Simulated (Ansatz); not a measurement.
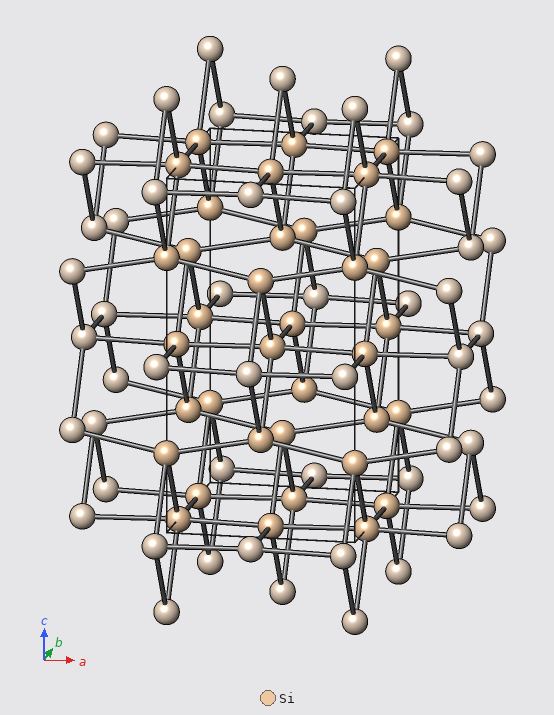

Shown here is a ball-and-stick view of the crystal, taken slightly off an axis. Atoms at the boundary of the conventional unit cell (the box) are drawn once for each face, edge or corner they touch. Every bond is drawn to its end, so some atoms lie outside the box, in fainter colours.

Si, space group Fmmm (No. 69), a = 4.90 Å, b = 5.34 Å, c = 9.30 Å, α = 90.00°, β = 90.00°, γ = 90.00°.

Computational set-up: Ansatz, DFT r2SCAN, scalar-relativistic, plane waves, PAW, E_cut = 500 eV, k-points about 0.12 Å⁻¹ apart, Gaussian smearing of 0.15 eV, no spin polarisation.

### Classify it as metallic or gapped, with the value.

A metal: bands cross the Fermi level.

### How far is the cell from zero pressure?

The computed pressure is 0.0 GPa, close to zero.

It derives from a structure listed in the Materials Project. Earlier steps of the study, as a rule a relaxation of our own, may have changed the cell and positions, so they can lie some per cent off the listed ones. It was run through Ansatz as a DFT input.
